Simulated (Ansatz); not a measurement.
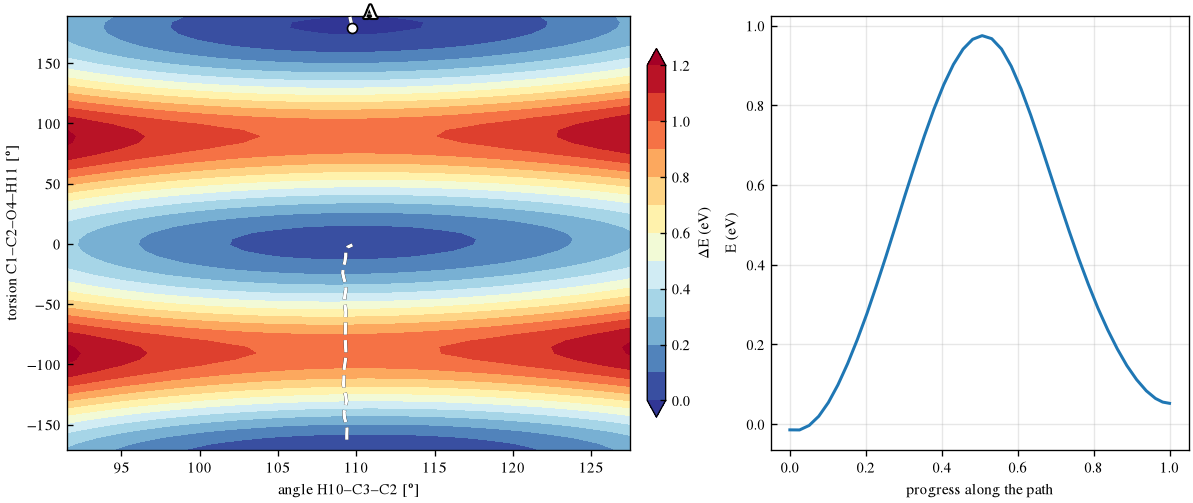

C3H7O, SMILES CC(C)=[OH+], charge +1. Two internal coordinates are moved rigidly from the geometry relaxed at PBE0-D4/def2-TZVP, all others fixed. The first coordinate is: angle H10–C3–C2; the second: torsion C1–C2–O4–H11. Grid: 5 × 8 points. Energies: eV, counted from the lowest grid point. Method: Ansatz 0.2.0, RKS PBE-D4/def2-TZVPP.

The picture shows filled contours, a line along the lowest path, one colour for all values above the top of the scale, the energy along the path at the right, the start A. Between grid points the surface is interpolated.

**Describe the path and its barrier.**

The easiest path leads from the well at about angle H10–C3–C2 = 110°, torsion C1–C2–O4–H11 = 180° to the well at about angle H10–C3–C2 = 110°, torsion C1–C2–O4–H11 = 0°, about 0.067 eV higher. Its highest point lies about 0.99 eV above the bottom of the first well on the interpolated surface, at about angle H10–C3–C2 = 109°, torsion C1–C2–O4–H11 = −90°. This is the barrier on the constrained surface; relaxing the other coordinates would change it.
